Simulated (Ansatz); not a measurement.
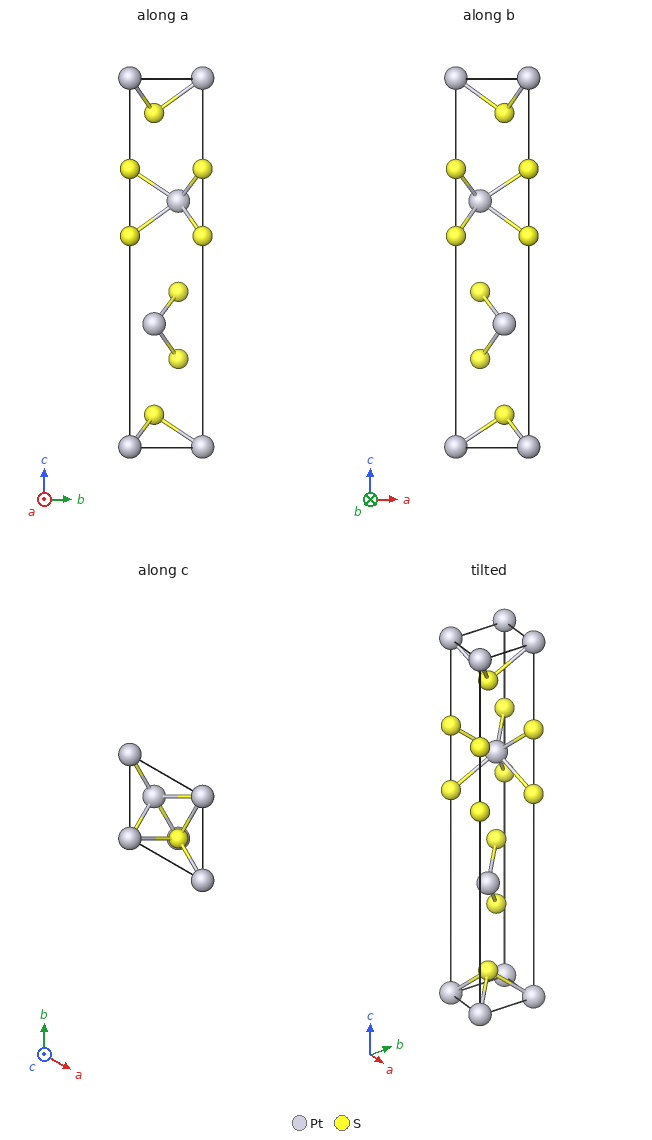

The structure above is drawn in ball-and-stick style and viewed along the a axis, along the b axis, along the c axis and slightly off an axis. The parallelepiped is the conventional unit cell.

Lattice parameters: a = 3.4783 Å, b = 3.4783 Å, c = 15.2876 Å, α = 90.000°, β = 90.000°, γ = 120.000°.

> Reconstruct the structure as a CIF with its space group and independent sites, with free fractional coordinates to two decimals.

```cif
data_structure
_symmetry_space_group_name_H-M 'R 3 m :H'
_symmetry_Int_Tables_number 160
_cell_length_a 3.4783
_cell_length_b 3.4783
_cell_length_c 15.2876
_cell_angle_alpha 90.000
_cell_angle_beta 90.000
_cell_angle_gamma 120.000
_cell_volume 160.18
loop_
_atom_site_label
_atom_site_type_symbol
_atom_site_symmetry_multiplicity
_atom_site_Wyckoff_symbol
_atom_site_fract_x
_atom_site_fract_y
_atom_site_fract_z
_atom_site_occupancy
Pt1 Pt 3 a 0.00 0.00 0.00 1
S1 S 3 a 0.3333 0.6667 0.24 1
S2 S 3 a 0.6667 0.3333 0.09 1
```

The model was built from a structure type filled with these elements by a generator (whether the compound takes this form wasn't checked). Earlier steps of the study may have refined or changed the cell and positions. Ansatz was used for an electronic-structure calculation on it.
